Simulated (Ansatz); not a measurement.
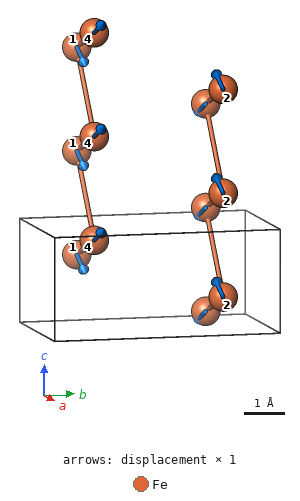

This is a relaxation of solid Fe (built on the N_62 type) (coarse preliminary run). The starting structure is drawn; blue arrows show the displacements (the part carried along by the change of the cell is left out), at their true length.

A ball-and-stick model of the cell of the calculation, repeated 1 × 1 × 3 with one cell outlined, seen slightly off an axis.

Case: N type (Pnma, No. 62).

Method: Ansatz 0.2.0, DFT PBE, scalar-relativistic, plane waves, PAW. (plane-wave cutoff 420 eV; k-point mesh 6 × 4 × 6; occupations gaussian; smearing width 0.1 eV; collinear spin; cell and atoms relaxed; force threshold 0.04 eV/Å; at most 70 steps)

> What happened in the run?

The largest moves relative to the cell, 1.00 Å, are those of Fe atoms. Cell: a 3.533 → 4.012 Å (+13.5 %), b 5.858 → 4.015 Å (−31.5 %), c 2.635 → 2.816 Å (+6.9 %). Volume −16.8 %. Among the contacts that change: Fe–Fe 3.598 → 2.452 Å, Fe–Fe 1.868 → 2.451 Å, Fe–Fe 2.689 → 2.451 Å, Fe–Fe 2.635 → 2.816 Å. New bonds form: Fe–Fe (3.60 → 2.45 Å). Among the angles between lasting bonds that change: Fe–Fe–Fe 142.1° → 109.9°, Fe–Fe–Fe 150.0° → 180.0°, Fe–Fe–Fe 82.1° → 109.9°. The space group (tolerance 0.01 Å) goes from Pnma (No. 62) to I4/mmm (No. 139). Over 12 accepted moves (14 points after the start) the energy falls by 1949 meV per atom. Largest force component: 3.7 eV/Å at the start, 0.00061 eV/Å at the end. The pressure goes from 16.93 to 0.05 GPa. The SCF was repeated twice at an unchanged geometry on a basis and grid sized afresh for the cell, which shifted the energy by 6.1 meV per atom at most.

Limits of the set-up: the k-point mesh is coarse for a cell with partly filled bands.
